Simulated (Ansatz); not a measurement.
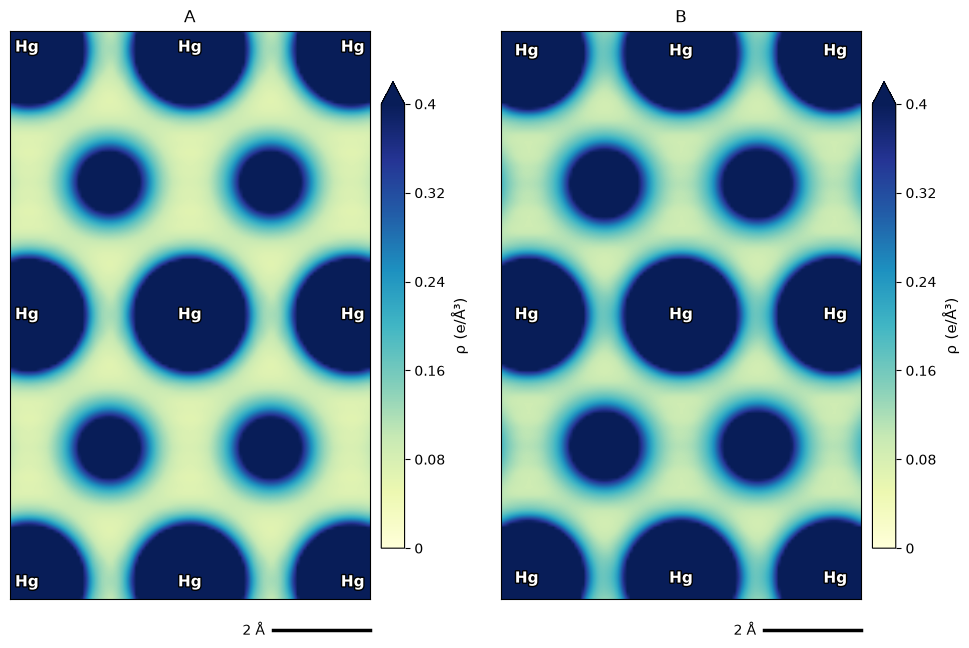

Hg. The valence charge density (pseudo) of two cells that differ in size and shape, on the (100) plane of each (indices in the axes of the calculation cell), at one length scale and on one colour scale: A has 26.8 Å³ an atom and B 23.7.

Theory: Ansatz 0.2.0, DFT PBE+D3(BJ), scalar-relativistic, plane waves, PAW.

Core electrons are frozen (PAW), and the valence fields are smoothed inside the atomic spheres.

The larger cell:

```
Hg
1.0
     3.35126    0.00000    0.00000
    -1.67563    2.90228    0.00000
     0.00000    0.00000    5.50076
Hg
2
Direct
  0.66667 0.33333 0.75000
  0.33333 0.66667 0.25000
```

The smaller cell: a = 3.174 Å, b = 3.174 Å, c = 5.424 Å, α = 90.00°, β = 90.00°, γ = 120.00°.

Q: What changes from the larger cell to the smaller?

A: From the larger cell to the smaller, Hg–Hg goes from 3.35 to 3.17 Å, and the density at its midpoint from 0.12 to 0.17 e/Å³; the pressure goes from −0.6 to 1.8 GPa.
